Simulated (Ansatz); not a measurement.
System ZnS (space group R3m, No. 160); source of the atomic positions: the input geometry of an electronic-structure calculation (not necessarily at equilibrium).

```cif
data_structure
_symmetry_space_group_name_H-M 'P 1'
_symmetry_Int_Tables_number 1
_cell_length_a 3.8061
_cell_length_b 3.8061
_cell_length_c 28.0558
_cell_angle_alpha 90.000
_cell_angle_beta 90.000
_cell_angle_gamma 120.000
_cell_volume 351.98
loop_
_atom_site_label
_atom_site_type_symbol
_atom_site_fract_x
_atom_site_fract_y
_atom_site_fract_z
_atom_site_occupancy
Zn1 Zn 0.00000 0.00000 0.00003 1
Zn2 Zn 0.66667 0.33333 0.11106 1
Zn3 Zn 0.33333 0.66667 0.22205 1
S1 S 0.66667 0.33333 0.25007 1
S2 S 0.33333 0.66667 0.13882 1
S3 S 0.66667 0.33333 0.02797 1
Zn4 Zn 0.66667 0.33333 0.33336 1
Zn5 Zn 0.33333 0.66667 0.44440 1
Zn6 Zn 0.00000 0.00000 0.55539 1
S4 S 0.33333 0.66667 0.58340 1
S5 S 0.00000 0.00000 0.47216 1
S6 S 0.33333 0.66667 0.36130 1
Zn7 Zn 0.33333 0.66667 0.66670 1
Zn8 Zn 0.00000 0.00000 0.77773 1
Zn9 Zn 0.66667 0.33333 0.88872 1
S7 S 0.00000 0.00000 0.91673 1
S8 S 0.66667 0.33333 0.80549 1
S9 S 0.00000 0.00000 0.69464 1
```

Describe the stacking along c, with columns A (0, 0), B (1/3, 2/3), C (2/3, 1/3) of the hexagonal mesh.

Zn(A) – S(C) – Zn(C) – S(B) – Zn(B) – S(C) – Zn(C) – S(B) – Zn(B) – S(A) – Zn(A) – S(B) – Zn(B) – S(A) – Zn(A) – S(C) – Zn(C) – S(A) (18 layers in 28.06 Å).

S layers alone: CBCBABACA, a mixed type, (chh) in Jagodzinski's notation.

Zn: nine tetrahedral sites, counted in one hexagonal cell.

Polytype symbol 9R, the symbol of a tetrahedral polytype (number of double layers in the repeat and lattice).

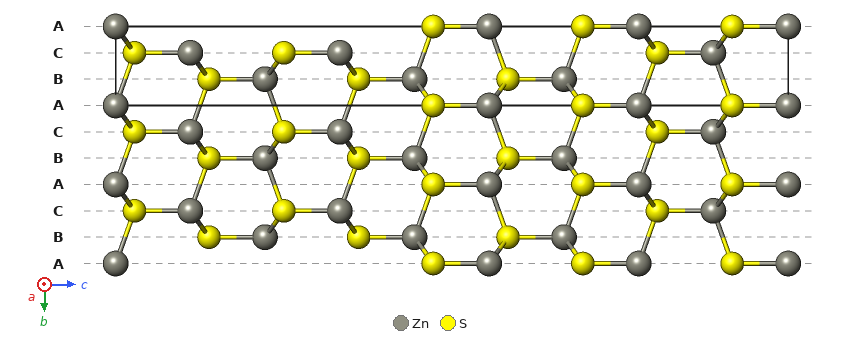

The picture looks along a close-packed row of the hexagonal mesh; c points to the right. The dashed lines mark the three columns A (0, 0), B (1/3, 2/3) and C (2/3, 1/3). The sequence starts with the first layer at or above the cell's origin.
